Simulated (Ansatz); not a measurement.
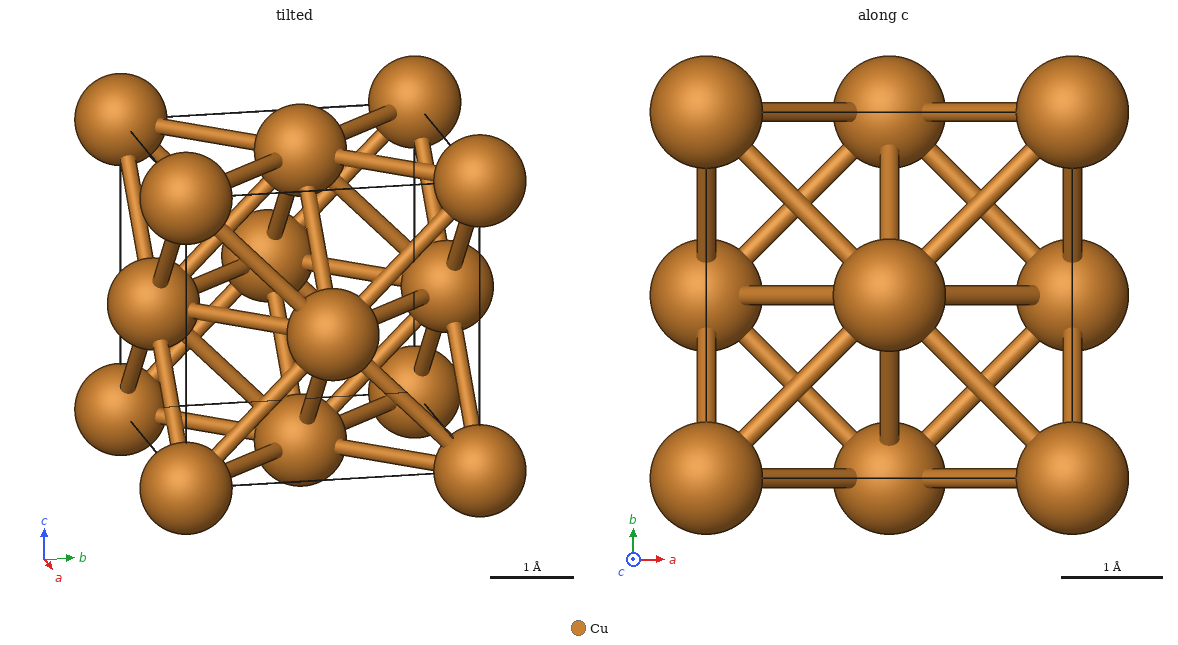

The figure gives a ball-and-stick picture of the atoms, viewed slightly off an axis and along the c axis. The conventional unit cell is drawn as a box.

Cu, face-centred cubic (Cu type), space group Fm-3m (No. 225), a = 3.630 Å, b = 3.630 Å, c = 3.630 Å, α = 90.00°, β = 90.00°, γ = 90.00°. The model was built from a random cell made by a generator, so it need not be a real form of the element. Earlier steps of the study may have refined or changed the cell and positions. It went into a calculation with Ansatz.

This one geometry was computed with Ansatz (DFT, plane waves, PAW) at three levels of theory: PBEsol, r2SCAN and PBE.

**Which level gives the highest pressure at this volume, and what does that say about its equilibrium volume?**

Highest: PBE (0.0 GPa), which points to the largest equilibrium volume. Lowest, with the smallest volume: PBEsol (-8.1 GPa). Levels within 0.5 GPa of each other can't be told apart.

**How does the band gap change with the level of theory?**

All levels give a metal.

**Collect the results in a table.**

| level | cutoff (eV) | k-mesh of the run's cell | gap (eV) | pressure (GPa) |
| --- | --- | --- | --- | --- |
| PBEsol | 420 | 26×26×26 | metal | -8.1 |
| r2SCAN | 500 | 26×26×26 | metal | -6.4 |
| PBE | 420 | 26×26×26 | metal | 0.0 |

Gaps are taken on the k-mesh or band path of each run.
